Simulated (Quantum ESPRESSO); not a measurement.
# InP: single-point calculation

System: InP (F-43m, 2 atoms in the cell).
Method: Kohn-Sham DFT of a periodic cell, PBE, PseudoDojo 0.5 SR PBE standard, no spin polarisation (Quantum ESPRESSO 7.5).

The structure derives from an entry of the Crystallography Open Database.

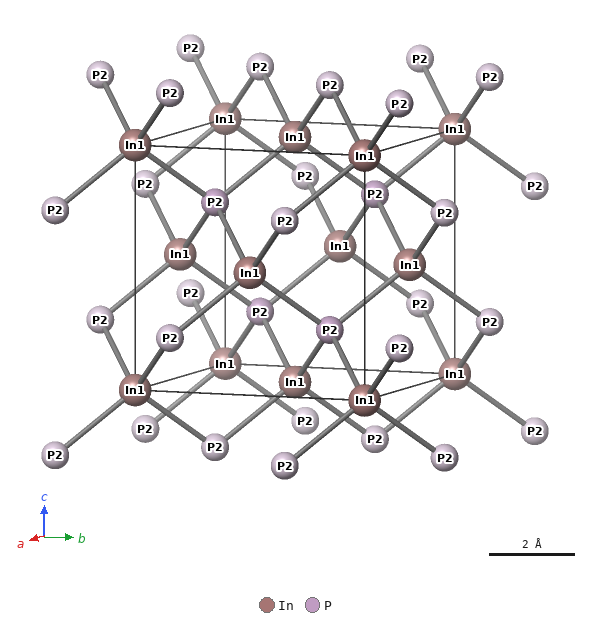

*The structure (ball-and-stick view of the cell 4 times as large as that of the calculation, set on its symmetry axes, seen slightly off an axis; neighbours outside the cell are drawn fainter; atoms are numbered from 1 in the order of the input).*

Near neighbours in the crystal (not all of them lie inside the picture): In has 4 P at 2.54 Å; P has 4 In at 2.54 Å.

**The input**
```
&CONTROL
  calculation = 'scf'
  prefix = 'pwscf'
  outdir = './tmp'
  pseudo_dir = './pseudo'
  tprnfor = .true.
  tstress = .true.
  disk_io = 'nowf'
/
&SYSTEM
  ibrav = 0
  nat = 2
  ntyp = 2
  ecutwfc = 70
  nbnd = 15
  occupations = 'smearing'
  smearing = 'fd'
  degauss = 0.00367493
/
&ELECTRONS
  conv_thr = 4d-10
  electron_maxstep = 120
  mixing_beta = 0.5
/
ATOMIC_SPECIES
In   114.8180 In.upf
P     30.9738 P.upf
CELL_PARAMETERS angstrom
   0.0000000000    2.9305000000    2.9305000000
   2.9305000000    0.0000000000    2.9305000000
   2.9305000000    2.9305000000    0.0000000000
ATOMIC_POSITIONS crystal
In     0.0000000000    0.0000000000    0.0000000000
P      0.7500000000    0.7500000000    0.7500000000
K_POINTS automatic
8 8 8 0 0 0
```

Launched with:
```bash
OMP_NUM_THREADS=1 pw.x -in pw.in > pw.out
```

**The program's output**
```
This program is part of the open-source Quantum ESPRESSO suite
     for quantum simulation of materials; please cite
         "P. Giannozzi et al., J. Phys.:Condens. Matter 21 395502 (2009);
         "P. Giannozzi et al., J. Phys.:Condens. Matter 29 465901 (2017);
         "P. Giannozzi et al., J. Chem. Phys. 152 154105 (2020);
          URL
     in publications or presentations arising from this work. More details at

     Message from routine setup:
     using ibrav=0 with symmetry is DISCOURAGED, use correct ibrav instead

     G-vector sticks info
     --------------------
     sticks:   dense  smooth     PW     G-vecs:    dense   smooth      PW
     Sum        1177    1177    349                26813    26813    4285

     Using Slab Decomposition

     bravais-lattice index     =            0
     lattice parameter (alat)  =       7.8317  a.u.
     unit-cell volume          =     339.6658 (a.u.)^3
     number of atoms/cell      =            2
     number of atomic types    =            2
     number of electrons       =        18.00
     number of Kohn-Sham states=           15
     kinetic-energy cutoff     =      70.0000  Ry
     charge density cutoff     =     280.0000  Ry
     scf convergence threshold =      4.0E-10
     mixing beta               =       0.5000
     number of iterations used =            8  plain     mixing
     Exchange-correlation= PBE
                           (   1   4   3   4   0   0   0)

     celldm(1)=   7.831692  celldm(2)=   0.000000  celldm(3)=   0.000000
     celldm(4)=   0.000000  celldm(5)=   0.000000  celldm(6)=   0.000000

     crystal axes: (cart. coord. in units of alat)
               a(1) = (   0.000000   0.707107   0.707107 )
               a(2) = (   0.707107   0.000000   0.707107 )
               a(3) = (   0.707107   0.707107   0.000000 )

     reciprocal axes: (cart. coord. in units 2 pi/alat)
               b(1) = ( -0.707107  0.707107  0.707107 )
               b(2) = (  0.707107 -0.707107  0.707107 )
               b(3) = (  0.707107  0.707107 -0.707107 )

     PseudoPot. # 1 for In read from file:
     In.upf
     Pseudo is Norm-conserving + core correction, Zval = 13.0
     Generated using ONCVPSP code by D. R. Hamann
     Using radial grid of 1964 points,  6 beta functions with:
                l(1) =   0
                l(2) =   0
                l(3) =   1
                l(4) =   1
                l(5) =   2
                l(6) =   2

     PseudoPot. # 2 for P  read from file:
     P.upf
     Pseudo is Norm-conserving + core correction, Zval =  5.0
     Generated using ONCVPSP code by D. R. Hamann
     Using radial grid of 1298 points,  6 beta functions with:
                l(1) =   0
                l(2) =   0
                l(3) =   1
                l(4) =   1
                l(5) =   2
                l(6) =   2

     atomic species   valence    mass     pseudopotential
     In               13.00   114.81800     In( 1.00)
     P                 5.00    30.97380     P ( 1.00)

     24 Sym. Ops. (no inversion) found

   Cartesian axes

     site n.     atom                  positions (alat units)
         1        In     tau(   1) = (   0.0000000   0.0000000   0.0000000  )
         2        P      tau(   2) = (   1.0606602   1.0606602   1.0606602  )

     number of k points=    29  Fermi-Dirac smearing, width (Ry)=  0.0037
                       cart. coord. in units 2pi/alat
        k(    1) = (   0.0000000   0.0000000   0.0000000), wk =   0.0039062
        k(    2) = (   0.0883883   0.0883883  -0.0883883), wk =   0.0312500
        k(    3) = (   0.1767767   0.1767767  -0.1767767), wk =   0.0312500
        k(    4) = (   0.2651650   0.2651650  -0.2651650), wk =   0.0312500
        k(    5) = (  -0.3535534  -0.3535534   0.3535534), wk =   0.0156250
        k(    6) = (   0.1767767   0.0000000   0.0000000), wk =   0.0234375
        k(    7) = (   0.2651650   0.0883883  -0.0883883), wk =   0.0937500
        k(    8) = (   0.3535534   0.1767767  -0.1767767), wk =   0.0937500
        k(    9) = (  -0.2651650  -0.4419417   0.4419417), wk =   0.0937500
        k(   10) = (  -0.1767767  -0.3535534   0.3535534), wk =   0.0937500
        k(   11) = (  -0.0883883  -0.2651650   0.2651650), wk =   0.0937500
        k(   12) = (   0.0000000  -0.1767767   0.1767767), wk =   0.0468750
        k(   13) = (   0.3535534   0.0000000   0.0000000), wk =   0.0234375
        k(   14) = (   0.4419417   0.0883883  -0.0883883), wk =   0.0937500
        k(   15) = (  -0.1767767  -0.5303301   0.5303301), wk =   0.0937500
        k(   16) = (  -0.0883883  -0.4419417   0.4419417), wk =   0.0937500
        k(   17) = (   0.0000000  -0.3535534   0.3535534), wk =   0.0468750
        k(   18) = (   0.5303301  -0.0000000   0.0000000), wk =   0.0234375
        k(   19) = (  -0.0883883  -0.6187184   0.6187184), wk =   0.0937500
        k(   20) = (   0.0000000  -0.5303301   0.5303301), wk =   0.0468750
        k(   21) = (  -0.7071068   0.0000000   0.0000000), wk =   0.0117188
        k(   22) = (   0.3535534   0.1767767   0.0000000), wk =   0.0937500
        k(   23) = (  -0.2651650  -0.4419417   0.6187184), wk =   0.1875000
        k(   24) = (  -0.1767767  -0.3535534   0.5303301), wk =   0.0937500
        k(   25) = (  -0.1767767  -0.5303301   0.7071068), wk =   0.0937500
        k(   26) = (  -0.0883883  -0.4419417   0.6187184), wk =   0.1875000
        k(   27) = (   0.0000000  -0.3535534   0.5303301), wk =   0.0937500
        k(   28) = (  -0.7071068   0.1767767  -0.0000000), wk =   0.0468750
        k(   29) = (  -0.7071068   0.3535534   0.0000000), wk =   0.0234375

     Dense  grid:    26813 G-vectors     FFT dimensions: (  45,  45,  45)

     Initial potential from superposition of free atoms

     starting charge      17.9960, renormalised to      18.0000
     Starting wfcs are   13 randomized atomic wfcs +    2 random wfcs

     Self-consistent Calculation

     iteration #  1     ecut=    70.00 Ry     beta= 0.50
     Davidson diagonalization with overlap
     ethr =  1.00E-02,  avg # of iterations =  4.4

     Threshold (ethr) on eigenvalues was too large:
     Diagonalizing with lowered threshold

     Davidson diagonalization with overlap
     ethr =  5.98E-04,  avg # of iterations =  1.8

     total energy              =    -146.76416227 Ry
     estimated scf accuracy    <       0.10525069 Ry

     iteration #  2     ecut=    70.00 Ry     beta= 0.50
     Davidson diagonalization with overlap
     ethr =  5.85E-04,  avg # of iterations =  2.3

     total energy              =    -146.78682512 Ry
     estimated scf accuracy    <       0.00676642 Ry

     iteration #  3     ecut=    70.00 Ry     beta= 0.50
     Davidson diagonalization with overlap
     ethr =  3.76E-05,  avg # of iterations =  6.0

     total energy              =    -146.78739430 Ry
     estimated scf accuracy    <       0.00131767 Ry

     iteration #  4     ecut=    70.00 Ry     beta= 0.50
     Davidson diagonalization with overlap
     ethr =  7.32E-06,  avg # of iterations =  2.4

     total energy              =    -146.78744734 Ry
     estimated scf accuracy    <       0.00002562 Ry

     iteration #  5     ecut=    70.00 Ry     beta= 0.50
     Davidson diagonalization with overlap
     ethr =  1.42E-07,  avg # of iterations =  4.5

     total energy              =    -146.78746068 Ry
     estimated scf accuracy    <       0.00000129 Ry

     iteration #  6     ecut=    70.00 Ry     beta= 0.50
     Davidson diagonalization with overlap
     ethr =  7.19E-09,  avg # of iterations =  2.9

     total energy              =    -146.78746120 Ry
     estimated scf accuracy    <       0.00000013 Ry

     iteration #  7     ecut=    70.00 Ry     beta= 0.50
     Davidson diagonalization with overlap
     ethr =  7.17E-10,  avg # of iterations =  2.6

     total energy              =    -146.78746124 Ry
     estimated scf accuracy    <          6.9E-09 Ry

     iteration #  8     ecut=    70.00 Ry     beta= 0.50
     Davidson diagonalization with overlap
     ethr =  3.82E-11,  avg # of iterations =  3.4

     total energy              =    -146.78746124 Ry
     estimated scf accuracy    <          1.2E-09 Ry

     iteration #  9     ecut=    70.00 Ry     beta= 0.50
     Davidson diagonalization with overlap
     ethr =  6.82E-12,  avg # of iterations =  2.3

     End of self-consistent calculation

          k = 0.0000 0.0000 0.0000 (  3383 PWs)   bands (ev):

    -7.0978  -7.0978  -7.0978  -6.9488  -6.9488  -4.3760   7.1418   7.1418
     7.1418   7.8532  11.2344  11.2344  11.2344  15.7300  16.5571

          k = 0.0884 0.0884-0.0884 (  3374 PWs)   bands (ev):

    -7.1162  -7.0904  -7.0904  -6.9487  -6.9487  -4.1983   5.6010   6.9561
     6.9561   8.7986  11.3912  11.5115  11.5115  15.9378  15.9381

          k = 0.1768 0.1768-0.1768 (  3371 PWs)   bands (ev):

    -7.1585  -7.0747  -7.0747  -6.9461  -6.9461  -3.7017   3.6993   6.5856
     6.5856   8.9387  11.9338  11.9338  12.4758  15.7236  15.7239

          k = 0.2652 0.2652-0.2652 (  3365 PWs)   bands (ev):

    -7.1983  -7.0630  -7.0630  -6.9393  -6.9393  -3.0369   2.1102   6.2837
     6.2837   8.7329  11.9984  11.9984  13.8229  16.1059  16.6597

          k =-0.3536-0.3536 0.3536 (  3354 PWs)   bands (ev):

    -7.2141  -7.0594  -7.0594  -6.9351  -6.9351  -2.6582   1.4117   6.1722
     6.1722   8.6413  11.9500  11.9500  14.2658  16.6461  17.7896

          k = 0.1768 0.0000 0.0000 (  3371 PWs)   bands (ev):

    -7.1299  -7.0832  -7.0832  -6.9548  -6.9437  -4.1396   5.5961   6.6265
     6.6265   9.3307  10.5985  11.9663  11.9663  14.9466  16.7044

          k = 0.2652 0.0884-0.0884 (  3372 PWs)   bands (ev):

    -7.1643  -7.0697  -7.0665  -6.9589  -6.9387  -3.7490   4.1696   6.2071
     6.2259   9.7571  10.7182  12.5127  12.5693  14.6826  16.6007

          k = 0.3536 0.1768-0.1768 (  3357 PWs)   bands (ev):

    -7.1989  -7.0595  -7.0531  -6.9554  -6.9335  -3.1256   2.5846   5.7305
     5.9388   9.5967  11.4297  12.6972  12.9697  15.7734  17.2115

          k =-0.2652-0.4419 0.4419 (  3355 PWs)   bands (ev):

    -7.2178  -7.0555  -7.0488  -6.9455  -6.9333  -2.5918   1.5707   5.3547
     5.9174   9.4746  11.5645  12.4832  14.1606  16.4212  17.8028

          k =-0.1768-0.3536 0.3536 (  3353 PWs)   bands (ev):

    -7.2115  -7.0561  -7.0526  -6.9420  -6.9392  -2.7250   1.8060   5.2310
     6.1443   9.5117  11.7395  12.2947  13.9943  16.3128  16.8068

          k =-0.0884-0.2652 0.2652 (  3372 PWs)   bands (ev):

    -7.1823  -7.0650  -7.0620  -6.9514  -6.9400  -3.3493   3.0811   5.4319
     6.5380   9.6538  11.9220  12.0795  12.6800  15.1326  16.8418

          k = 0.0000-0.1768 0.1768 (  3373 PWs)   bands (ev):

    -7.1440  -7.0819  -7.0751  -6.9529  -6.9439  -3.9137   4.5947   6.0660
     6.9058   9.4761  11.3083  11.6545  12.3210  15.0973  16.0523

          k = 0.3536 0.0000 0.0000 (  3359 PWs)   bands (ev):

    -7.1981  -7.0472  -7.0472  -6.9718  -6.9314  -3.4798   3.8051   5.7337
     5.7337   9.6300  10.2797  13.5275  13.5275  14.0797  17.1169

          k = 0.4419 0.0884-0.0884 (  3368 PWs)   bands (ev):

    -7.2268  -7.0345  -7.0303  -6.9763  -6.9260  -2.9563   2.7495   5.1293
     5.4297   9.6444  10.4976  13.3271  14.0286  15.6460  17.5878

          k =-0.1768-0.5303 0.5303 (  3351 PWs)   bands (ev):

    -7.2374  -7.0365  -7.0241  -6.9684  -6.9277  -2.3998   1.8208   4.4291
     5.4043   9.6989  11.5314  13.3372  13.8156  16.6118  17.9119

          k =-0.0884-0.4419 0.4419 (  3353 PWs)   bands (ev):

    -7.2295  -7.0443  -7.0289  -6.9548  -6.9389  -2.3058   1.6943   4.0612
     5.6635   9.8947  12.0635  13.3870  13.9715  15.7813  16.3688

          k = 0.0000-0.3536 0.3536 (  3378 PWs)   bands (ev):

    -7.2089  -7.0524  -7.0448  -6.9499  -6.9435  -2.7874   2.3760   4.3185
     6.1172  10.1501  12.2123  12.7341  12.7878  15.2365  17.5335

          k = 0.5303-0.0000 0.0000 (  3370 PWs)   bands (ev):

    -7.2573  -7.0099  -7.0099  -6.9910  -6.9191  -2.5704   2.1969   5.0644
     5.0644   9.0561   9.7759  15.3352  15.3601  15.3601  17.6561

          k =-0.0884-0.6187 0.6187 (  3351 PWs)   bands (ev):

    -7.2665  -7.0096  -7.0021  -6.9885  -6.9190  -2.1428   1.6246   4.4807
     4.9812   9.2363  10.0870  14.9955  15.5088  16.7467  18.0372

          k = 0.0000-0.5303 0.5303 (  3352 PWs)   bands (ev):

    -7.2524  -7.0254  -7.0086  -6.9749  -6.9286  -2.0176   1.5360   3.8392
     5.2053   9.5033  11.5376  14.6631  14.6905  15.4011  17.0241

          k =-0.7071 0.0000 0.0000 (  3338 PWs)   bands (ev):

    -7.2800  -6.9994  -6.9941  -6.9941  -6.9140  -2.0061   1.3914   4.8239
     4.8239   8.9063   9.4078  16.3768  16.7238  16.7238  17.9455

          k = 0.3536 0.1768 0.0000 (  3369 PWs)   bands (ev):

    -7.1961  -7.0555  -7.0492  -6.9638  -6.9337  -3.2891   3.2493   5.1635
     6.0763  10.3383  10.6866  12.3937  13.3285  14.9698  17.3280

          k =-0.2652-0.4419 0.6187 (  3361 PWs)   bands (ev):

    -7.2195  -7.0502  -7.0349  -6.9598  -6.9333  -2.6804   2.1503   4.5969
     5.6943  10.3499  11.3548  12.4408  13.8483  15.7865  17.9905

          k =-0.1768-0.3536 0.5303 (  3358 PWs)   bands (ev):

    -7.2280  -7.0497  -7.0300  -6.9539  -6.9358  -2.3418   1.5993   4.4508
     5.5115  10.3147  11.3309  13.0300  14.3704  15.5939  17.8757

          k =-0.1768-0.5303 0.7071 (  3352 PWs)   bands (ev):

    -7.2456  -7.0283  -7.0140  -6.9786  -6.9245  -2.4547   2.0573   4.5660
     5.0433  10.0270  10.4681  13.2049  15.3749  15.8359  18.5265

          k =-0.0884-0.4419 0.6187 (  3351 PWs)   bands (ev):

    -7.2459  -7.0354  -7.0088  -6.9704  -6.9309  -2.0778   1.6170   4.0273
     4.8879  10.3231  11.5515  12.9977  14.6454  15.9911  18.2749

          k = 0.0000-0.3536 0.5303 (  3344 PWs)   bands (ev):

    -7.2350  -7.0443  -7.0159  -6.9619  -6.9371  -2.2038   1.7558   3.9051
     5.1951  10.6164  11.9483  12.4588  14.7407  15.3362  17.0698

          k =-0.7071 0.1768-0.0000 (  3350 PWs)   bands (ev):

    -7.2648  -7.0148  -7.0021  -6.9823  -6.9220  -1.9675   1.4628   4.4892
     4.5015   9.8320  10.2457  14.8094  14.8916  17.1775  18.3084

          k =-0.7071 0.3536 0.0000 (  3380 PWs)   bands (ev):

    -7.2467  -7.0382  -7.0030  -6.9686  -6.9338  -1.9279   1.5432   4.1897
     4.2335  11.4393  11.5255  12.7176  13.3539  17.3249  18.4022

     the Fermi energy is     7.5289 ev

!    total energy              =    -146.78746124 Ry
     estimated scf accuracy    <          1.9E-10 Ry
     smearing contrib. (-TS)   =      -0.00000037 Ry
     internal energy E=F+TS    =    -146.78746088 Ry

     The total energy is F=E-TS. E is the sum of the following terms:
     one-electron contribution =     -49.66176941 Ry
     hartree contribution      =      36.82608748 Ry
     xc contribution           =     -44.23137475 Ry
     ewald contribution        =     -89.72040420 Ry

     convergence has been achieved in   9 iterations

     Forces acting on atoms (cartesian axes, Ry/au):

     atom    1 type  1   force =    -0.00000000    0.00000000    0.00000000
     atom    2 type  2   force =     0.00000000   -0.00000000   -0.00000000

     Total force =     0.000000     Total SCF correction =     0.000000

     Computing stress (Cartesian axis) and pressure

          total   stress  (Ry/bohr**3)                   (kbar)     P=       34.05
   0.00023149   0.00000000   0.00000000           34.05        0.00        0.00
   0.00000000   0.00023149   0.00000000            0.00       34.05        0.00
   0.00000000   0.00000000   0.00023149            0.00        0.00       34.05

=------------------------------------------------------------------------------=
   JOB DONE.
=------------------------------------------------------------------------------=
```

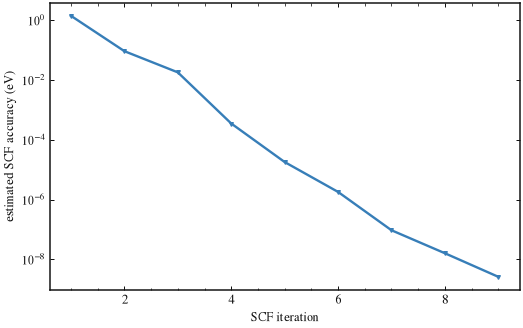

*Convergence of the self-consistent field: estimated SCF accuracy against the iteration.*

The field takes 9 iterations in all.

**Summary**

- outcome: converged
- space group (tolerance 0.01 Å): F-43m (216)
- electrons treated: 18
- free energy: −1997.1452 eV
- Fermi energy: 7.529 eV
- gap on the k-point mesh: 0.71 eV
- pressure: 3.41 GPa
- largest force (length of the vector): under 0.001 eV/Å
- hardware: 1 thread of Intel Xeon (Granite Rapids), 64 GiB of memory available, shared host
- wall time: 21 s
- peak memory: 0.08 GiB
